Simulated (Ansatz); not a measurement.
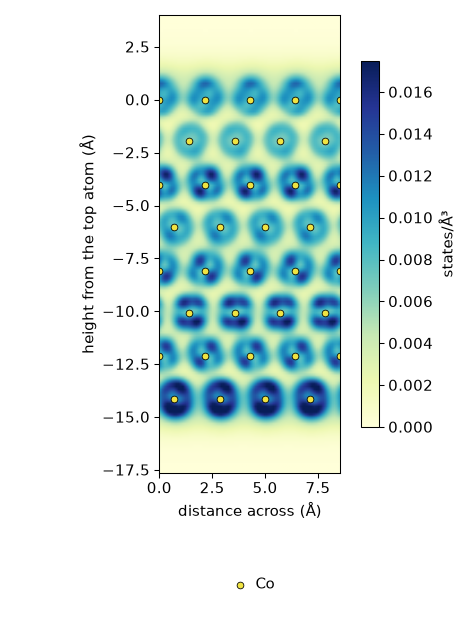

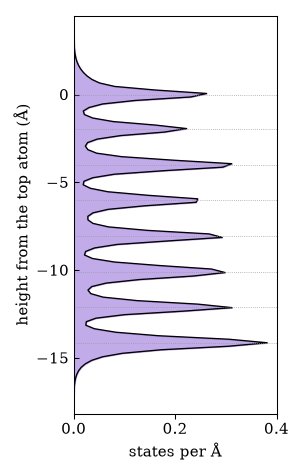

Density of all states between 0.00 and +0.25 eV (zero: the Fermi level) of Co(001) (P6_3/mmc bulk, the cell from a database of computed structures, not from a measurement, 8 atomic planes (those closer than 0.6 Å count as one), 14 Å): side view, averaged along the second cell vector, and the full density summed over planes, the part near the nuclei included (dotted lines mark the atomic planes).

The first picture shows the smooth PAW orbitals' density alone, which lacks about 63 % of these states' charge, near the nuclei; the shares below count all of it.

The calculation used DFT PBE, scalar-relativistic, plane waves, PAW in Ansatz 0.2.0. Cutoff 420 eV, 24 × 24 k-points, Gaussian smearing 0.1 eV, dipole correction. The slab is a cut without reconstruction beyond its cell, at the source's lattice constants, with its lower half held fixed and the rest relaxed. This isn't the element's usual hcp form. Collinear spin, net moment 13.3 μB a cell; the stability of this spin state wasn't checked. The run couldn't confirm all of its levels under its output density. The run warns that the functional's potential is rough in the thin density of the vacuum, where the tip is; weak contrasts and barriers may feel it.

**How is this energy window spread over the atomic planes?**

The window holds 2 states per cell. Shares by plane (space cut midway between planes), top to bottom: Co 12 %, Co 9 %, Co 13 %, Co 10 %, Co 12 %, Co 14 %, Co 12 %, Co 18 %; the outer planes' shares include the vacuum, and density in a gap between layers is shared out between the planes on either side.
